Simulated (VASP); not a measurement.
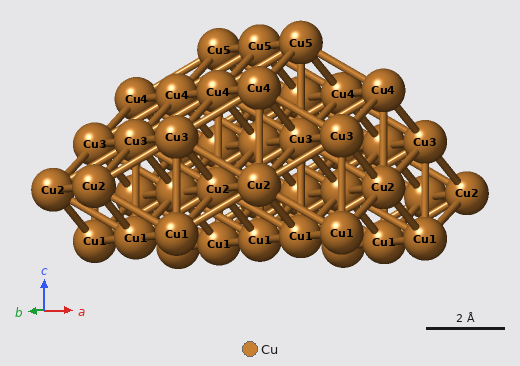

A slab of composition Cu, before the relaxation. Style: ball-and-stick. Shown: the atoms within 5.8 Å of the atom that moves most (axes of the 2 × 3 repeat of the cell, outlined in the plane, without the vacuum), from a free direction.

The run lets the atoms move in a fixed cell.

Method: VASP, Kohn-Sham DFT of a periodic cell, LDA, VASP PAW LDA potentials, recommended.

The input:
```
ALGO = Normal
EDIFF = 1E-7
EDIFFG = -0.005
ENCUT = 520
GGA = CA
IBRION = 2
ISIF = 2
ISMEAR = 1
KPAR = 8
LASPH = True
LCHARG = False
LREAL = False
LWAVE = False
NELM = 100
NSW = 40
PREC = Accurate
SIGMA = 0.2
```

Run as
```bash
cat potpaw_LDA.64/Cu/POTCAR > POTCAR
mpirun -np 8 vasp_std > vasp.out
```

The structure:
```
CELL_PARAMETERS angstrom
3.52300 0.00000 0.00000
0.00000 2.49114 0.00000
0.00000 0.00000 27.45569
ATOMIC_POSITIONS crystal
Cu 0.00000 0.00000 0.27317
Cu 0.50000 0.50000 0.31853
Cu 0.00000 0.00000 0.36390
Cu 0.50000 0.50000 0.40927
Cu 0.00000 0.00000 0.45463
Cu 0.50000 0.50000 0.50000
Cu 0.00000 0.00000 0.54537
Cu 0.50000 0.50000 0.59073
Cu 0.00000 0.00000 0.63610
Cu 0.50000 0.50000 0.68147
Cu 0.00000 0.00000 0.72683
```

What does the optimiser find from here?

The largest moves, 0.10 Å, are those of Cu1 and Cu11. Cu1 goes along the normal (+c). The lattice vectors keep their values. Among the contacts that change: Cu1–Cu3 2.491 → 2.411 Å, Cu1–Cu2 2.491 → 2.430 Å, Cu2–Cu4 2.491 → 2.521 Å, Cu2–Cu3 2.491 → 2.515 Å. After 15 geometry steps the energy has fallen by 66.0 meV per cell of the calculation. The largest force component goes from 0.53 to 0.0019 eV/Å.

After the run, drawn alike:

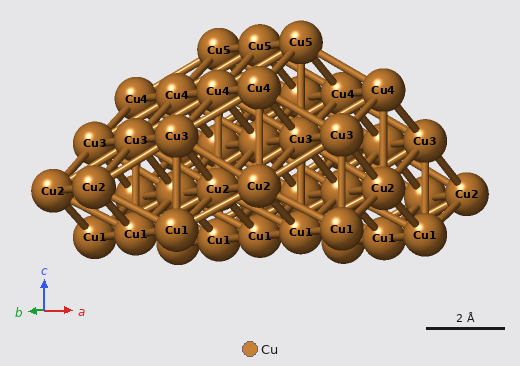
